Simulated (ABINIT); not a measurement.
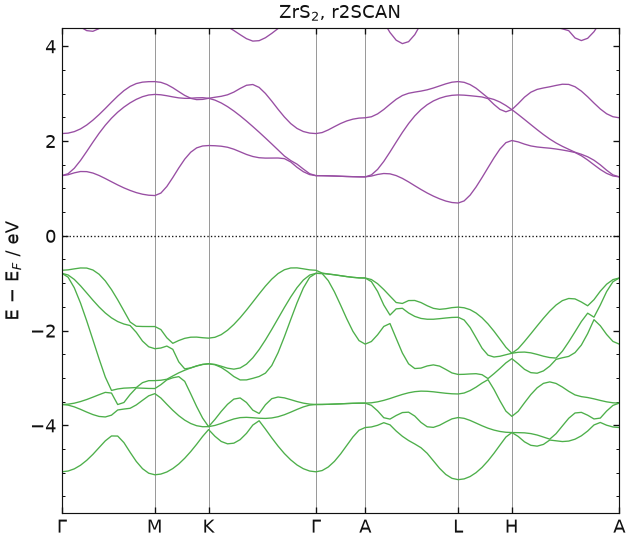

Band structure. Energies are counted from the Fermi level. The path runs straight from each named point to the next.

System: CdI2-type ZrS₂, space group P-3m1 (No. 164), 3 atoms in the cell.

```xyz
3
Lattice="3.6914 0.0000 0.0000 -1.8457 3.1968 0.0000 0.0000 0.0000 6.0411" Properties=species:S:1:pos:R:3 pbc="T T T"
Zr    0.0000    0.0000    0.0000
S     0.0000    2.1312    1.4372
S     1.8457    1.0656    4.6038
```

Computed with ABINIT: r2SCAN, SG15 NC PBE v1.2, no spin polarisation, no spin-orbit coupling, 6×6×4 k mesh, 980 eV cutoff, Fermi-Dirac smearing of 0.05 eV.

### Metal, semiconductor or insulator, and what is the gap?

The bands leave a gap. The gap along this path is 1.37 eV and indirect, from the valence-band top between K and Γ to the conduction-band bottom at L; the smallest direct gap is 2.00 eV, at Γ. At Γ the top valence band lies only 0.05 eV lower.

### What are the direct gaps at L, M and A?

The direct gaps are 2.20 eV at L, 2.76 eV at M and 2.13 eV at A.

### How much do the top valence band and the lowest conduction band disperse along the path?

The top valence band spans 1.8 eV and the lowest conduction band 1.3 eV.

The potentials were made for another functional. LDA, GGA and most meta-GGA functionals understate gaps. The cell is a database's computed one.
